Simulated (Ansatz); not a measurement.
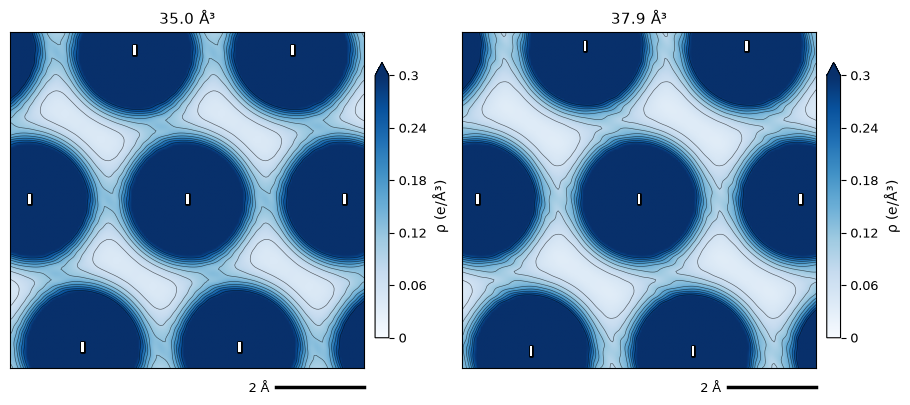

I. The valence pseudo-density of cells scaled evenly to different volumes (given per atom above each panel), on the (010) plane of each (indices in the axes of the cell below), at one length scale and on one colour scale.

A structure from a database of computed crystals, not necessarily the ambient phase.

These are results of Kohn-Sham DFT of a periodic cell, PBE, Ansatz PAW in Ansatz 0.2.0, not measurements.

The largest cell:

```
I
1.0
    -2.11687    2.11687    2.11687
     2.11687   -2.11687    2.11687
     2.11687    2.11687   -2.11687
I
1
Direct
  0.00000 0.00000 0.00000
```

| volume (Å³/atom) | I–I contact in the plane (Å) | ρ at its midpoint (e/Å³) | pressure (GPa) | 
| --- | --- | --- | --- |
| 35.03 | 3.570 | 0.131 | 0.8 | 
| 36.48 | 3.619 | ? | ? | 
| 37.94 | 3.667 | 0.104 | −0.9 | 

Q: Estimate the missing row, and compare with the calculation.

A: Over the known rows ln ρ falls by 2.38 per Å of I–I distance (the line through the two), which gives 0.117 e/Å³ at 3.619 Å; the calculation gives 0.113 e/Å³. For the pressure, a straight line in volume between the neighbouring rows gives 0.0 GPa; the calculation gives −0.2.
